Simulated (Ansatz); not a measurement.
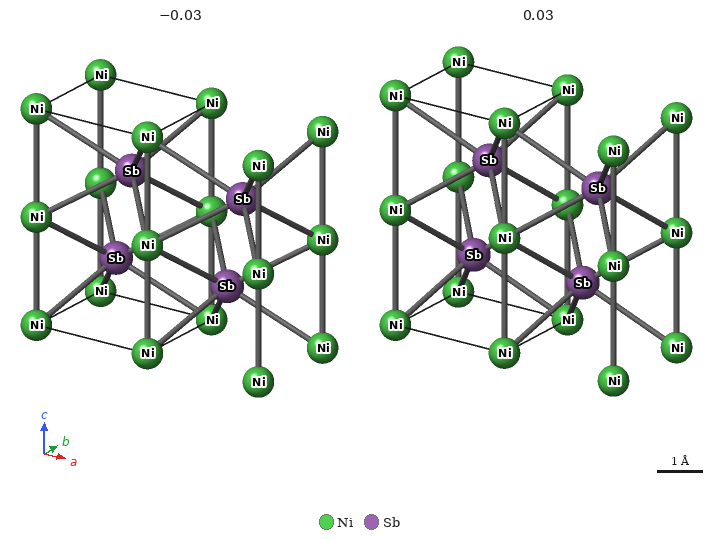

Crystalline NiSb (set up in P6_3/mmc), under uniaxial strain along c (a, b relaxed, atoms fixed by symmetry), with energies (extrapolated to zero smearing) counted from the relaxed crystal, which is the row at zero. The picture shows the first and the last member. Style: ball-and-stick. Shown: the cell of the calculation, repeated 2 × 1 × 1 with one cell outlined, slightly off an axis.

Computed with Ansatz 0.2.0: DFT PBE, scalar-relativistic, plane waves, PAW. Set-up: plane-wave cutoff 420 eV; k-point mesh 18 × 18 × 10; occupations gaussian; smearing width 0.1 eV; no spin polarisation; force threshold 0.008 eV/Å.

```json
{"strain": "−0.03", "energy (meV/atom)": "7.28", "a (Å)": "4.013", "c (Å)": "5.002"}
{"strain": "−0.02", "energy (meV/atom)": "3.30", "a (Å)": "4.000", "c (Å)": "5.054"}
{"strain": "−0.01", "energy (meV/atom)": "?", "a (Å)": "?", "c (Å)": "?"}
{"strain": "0.0", "energy (meV/atom)": "0.00", "a (Å)": "3.976", "c (Å)": "5.157"}
{"strain": "0.01", "energy (meV/atom)": "0.59", "a (Å)": "3.964", "c (Å)": "5.208"}
{"strain": "0.02", "energy (meV/atom)": "2.65", "a (Å)": "3.953", "c (Å)": "5.260"}
{"strain": "0.03", "energy (meV/atom)": "6.08", "a (Å)": "3.942", "c (Å)": "5.312"}
```

### Estimate the missing row from the others, and compare with the calculation.

A parabola through three neighbouring rows (−0.03, −0.02, 0.0) gives, with Lagrange weights, (−0.3333)(7.28) + (1.0000)(3.30) + (0.3333)(0.00) = 0.87 meV/atom. The calculation gives 0.90 meV/atom (a = 3.987 Å, c = 5.105 Å). The estimate is 0.03 meV/atom too low. From the first member to the last: Ni–Ni 2.501 → 2.656 Å.

The whole series:

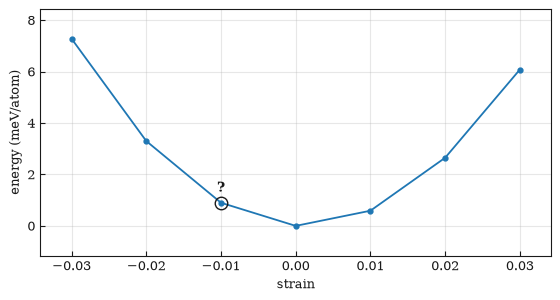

Each member starts from this one structure; whether another phase lies lower wasn't checked.

Limits of the set-up: an element that often carries a moment was run without spin polarisation.
